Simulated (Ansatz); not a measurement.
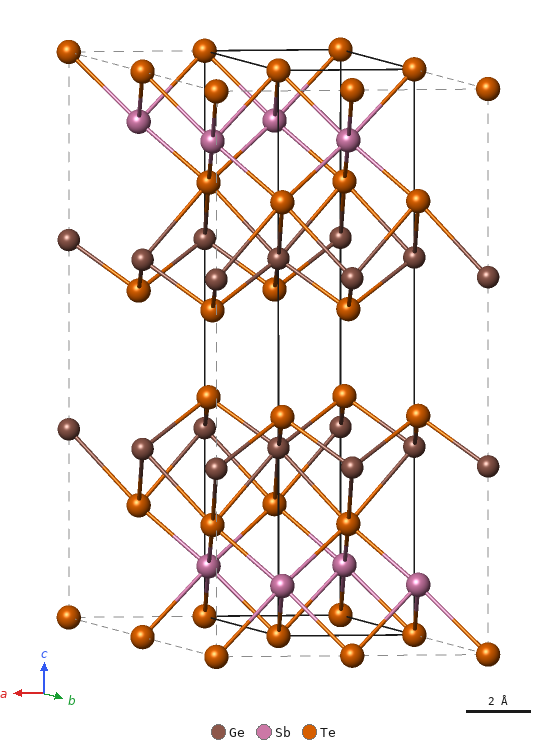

Drawn in the ball-and-stick manner and seen from a general direction. The structure is repeated 2×2×1 times; solid lines mark one conventional unit cell.

- Its composition is Ge2Sb2Te5.
- The space group is P-3m1 (No. 164); the lattice is primitive hexagonal.
- The cell has 9 atoms, namely 2 Ge, 2 Sb, 5 Te.
- Counting atoms within bonding range gives coordination numbers of Ge 6, Sb 6 and Te 3 to 6 (mean 4.8).

The initial geometry was a structure listed in the Materials Project. The geometry is the end of a relaxation with DFT PBE, scalar-relativistic, plane waves, PAW in Ansatz 0.2.0.
